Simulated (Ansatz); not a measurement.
**VSi31 (cell with a defect): density, localisation and related maps**

The calculation's input:

```
crystal:
  lattice:
    - [5.4338341026, 5.4338341026, -5.4338341026]
    - [-5.4338341026, -5.4338341026, -5.4338341026]
    - [-5.4338341026, 5.4338341026, 5.4338341026]
  atoms:
    - { symbol: V, position: [0.2499057687, 0.5004557093, 0.0006532547], spin: 3.0 }
    - { symbol: Si, position: [0.5001164815, 0.2486732486, 0.0003967013] }
    - { symbol: Si, position: [0.7496869273, 0.0004136056, 0.00053932] }
    - { symbol: Si, position: [0.7499252289, 0.5001929098, 0.5002166566] }
    - { symbol: Si, position: [-0.0017284694, 0.5000496625, 0.2510033641] }
    - { symbol: Si, position: [0.2496211312, 0.2481844596, 0.251020626] }
    - { symbol: Si, position: [0.5011344828, 0.0023264389, 0.2517228642] }
    - { symbol: Si, position: [0.7516159733, 0.7512541912, 0.2514131763] }
    - { symbol: Si, position: [-0.0018767856, 0.7506316394, 0.000433328] }
    - { symbol: Si, position: [0.5006282656, 0.5000227536, 0.7484188215] }
    - { symbol: Si, position: [0.7474103422, 0.2492319485, 0.7494041496] }
    - { symbol: Si, position: [-0.0006106682, 0.2497166851, 0.4986693804] }
    - { symbol: Si, position: [0.2496175948, 1.25954e-05, 0.5004971661] }
    - { symbol: Si, position: [0.5011482634, 0.7515744908, 0.5020992694] }
    - { symbol: Si, position: [-0.0011616538, -0.002465989, 0.7493909416] }
    - { symbol: Si, position: [0.2497557302, 0.7507107738, 0.7488055194] }
    - { symbol: Si, position: [0.2496335282, 0.7562233882, 0.0003025412] }
    - { symbol: Si, position: [0.5053098108, 0.4999176096, -0.0002771636] }
    - { symbol: Si, position: [0.7500166456, 0.2497545567, 0.000233844] }
    - { symbol: Si, position: [0.7490920412, 0.7487740371, 0.4994465745] }
    - { symbol: Si, position: [0.0008363265, 0.7506764389, 0.2511178956] }
    - { symbol: Si, position: [0.2494667306, 0.4995527353, 0.2561137186] }
    - { symbol: Si, position: [0.5004606017, 0.2513819515, 0.2511340453] }
    - { symbol: Si, position: [0.7493655865, -0.000337513, 0.2495969552] }
    - { symbol: Si, position: [-0.0011653386, 0.0003653327, 0.0001219639] }
    - { symbol: Si, position: [0.5004028579, 0.7507148814, 0.7512703696] }
    - { symbol: Si, position: [0.7504183644, 0.4999755077, 0.7494037588] }
    - { symbol: Si, position: [-0.0007607856, 0.5001153795, 0.500829004] }
    - { symbol: Si, position: [0.2497316493, 0.2492831145, 0.500890098] }
    - { symbol: Si, position: [0.4983149887, -0.0004087483, 0.4995778124] }
    - { symbol: Si, position: [-0.0060176934, 0.2441533914, 0.7449406083] }
    - { symbol: Si, position: [0.2497123925, 0.0005440023, 0.7498195418] }
  host:
    lattice:
      - [0.0, 2.7169170513, 2.7169170513]
      - [2.7169170513, 0.0, 2.7169170513]
      - [2.7169170513, 2.7169170513, 0.0]
    atoms:
      - { symbol: Si, position: [0.25, 0.25, 0.25] }
      - { symbol: Si, position: [0.0, 0.0, 0.0] }
basis:
  ecutwfc: 420
  xc_grid: 2
kpoints:
  mp_grid: { grid: [3, 3, 3], shift: [0.0, 0.0, 0.0] }
hamiltonian:
  xc: pbesol
scf:
  occupations: { method: gaussian, width: 0.02 }
output:
  forces: true
  stress: false
  eigenvalues: true
  populations: true
  charged_corrections:
    defect_position: [0.25, 0.5, 0.0]
    epsilon: [[13.2922, 0.0, 0.0], [0.0, 13.2922, 0.0], [0.0, 0.0, 13.2922]]
  write_density: true
  write_potential: true
  elf: true
  volumetric_format: npy
magnetization:
  spin_polarized: true
relax:
  adjacent_minimum: "off"
  f_tol: 0.025
  max_steps: 45
```

Command:

```sh
ansatz run input.yaml --threads 4 --pin off --max-ram 10240MiB --backend cpu --events-out ev --progress --plain --runs-dir out
```

Spin-polarised.

The calculation used Ansatz, DFT PBEsol, scalar-relativistic, plane waves, PAW.

The density is the valence pseudo-density of a PAW calculation; it isn't the true density close to the nuclei.

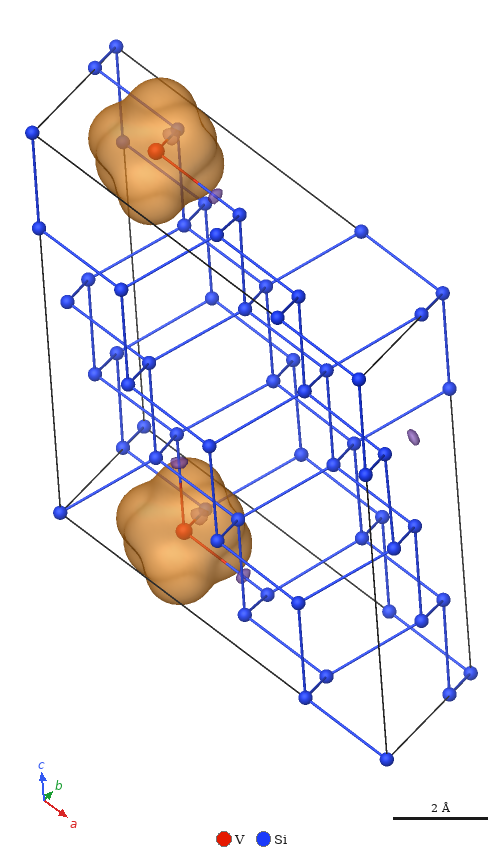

Figure 1. Isosurfaces of the magnetisation density (up minus down) at +0.015 (orange) and −0.015 e/Å³ (purple), seen slightly off an axis. Sticks mark near contacts.

Question: Where is the spin, and how is it ordered?

Answer: The spin density sits on V: +1.0 μB in one cell of 32 atoms: a single local moment. The cell of the calculation (32 atoms) carries 1.0 μB of net spin moment.

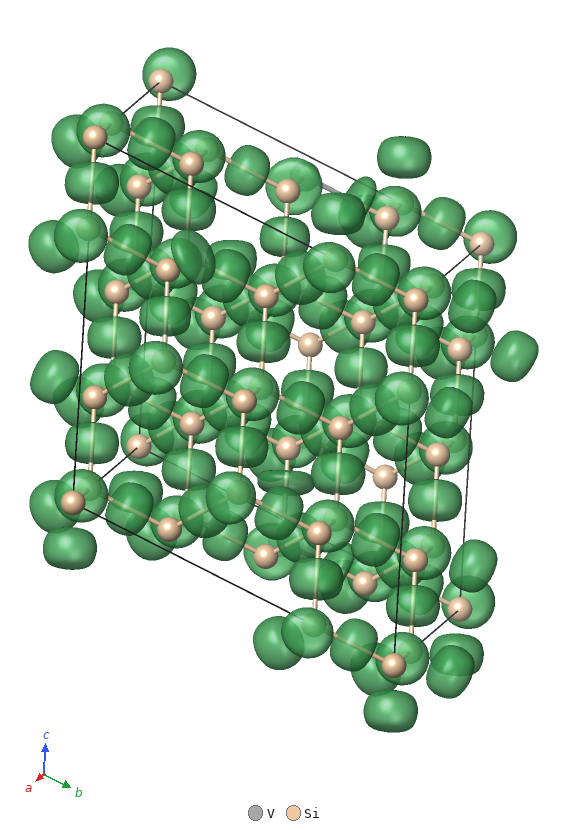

Figure 2. Isosurface of the electron localisation function at 0.8 (green), seen slightly off an axis. Core shells and regions of very low density are left out. Sticks mark near contacts.

Question: What do the ELF domains correspond to?

Answer: The ELF exceeds this value in 60 regions between bonded Si–Si atoms and four lobes of the valence shell of Si pointing towards V (polar bonds), counted in one cell of 32 atoms. Any copies at cell faces, edges or corners count once. Along the contacts the grid gives the following. Si–Si (2.34 Å): the ELF peaks at about 0.95 between the atoms. V–Si (2.41 Å): the ELF peaks at about 0.95 between the atoms.

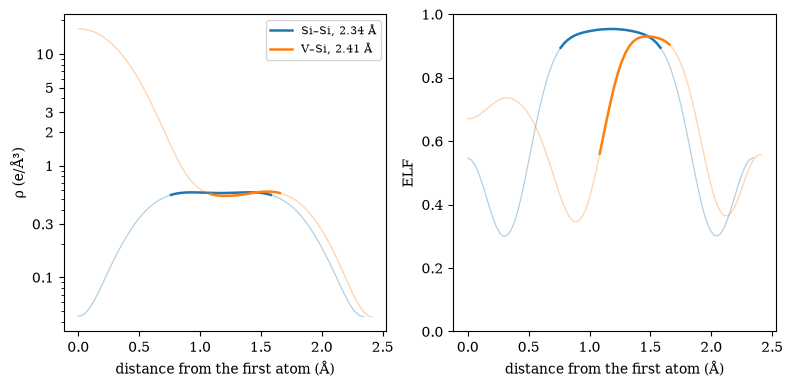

Figure 3. Valence pseudo-density and ELF along straight lines between neighbouring atoms. Thin, pale parts lie inside the atomic spheres.

Question: What can be read from the curves?

Answer: Si–Si (2.34 Å): the density is about 0.57 e/Å³ at the midpoint; the ELF peaks at about 0.95 between the atoms.
V–Si (2.41 Å): ρ is about 0.54 e/Å³ halfway; the ELF peaks at about 0.95 between the atoms.

Question: Does the calculation make it a metal, or give it a gap?

Answer: It is metallic or semimetallic at this level of theory: no gap opens.
